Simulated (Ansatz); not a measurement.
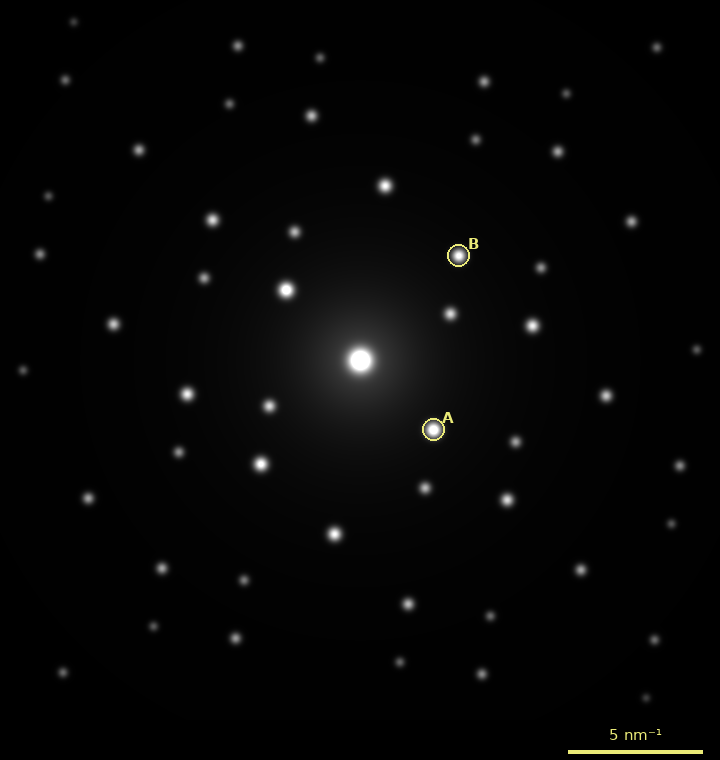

Simulated selected-area electron diffraction pattern (200 kV, kinematic approximation, thin crystal, B = 0.8 Å² for all atoms). Two individuals of a reflection twin are superposed (a geometric construction: whether this twin forms is not tested; the second individual is smaller and so fainter). Crystal: Pt, space group Pm-3m (No. 221), a = 2.625 Å, zone axis [110]. Structure: coordinates from a relaxation with DFT, PBE, plane waves (420 eV) with PAW, scalar-relativistic (Ansatz); the starting structure was generated, so it need not be a known form of this composition.

In the first individual spot A is 0 0 -1 and spot B is -1 1 0.

On which plane is the crystal twinned?

(1-1-1). The spot positions of the combined pattern are mirror-symmetric about the row through 1 -1 -1 (d = 1.515 Å), which both individuals share, while a single individual has only symmetry 2mm without that mirror line. Friedel's law adds the mirror line at right angles, so a twin on (1-12) would give the same picture; the more widely spaced plane was used.

Which other reflections coincide?

Off the common row, 1 -1 2, 0 0 3, 2 -2 1 and their kin fall on spots of the second individual; about 36 % of the first individual's visible spots are shared.
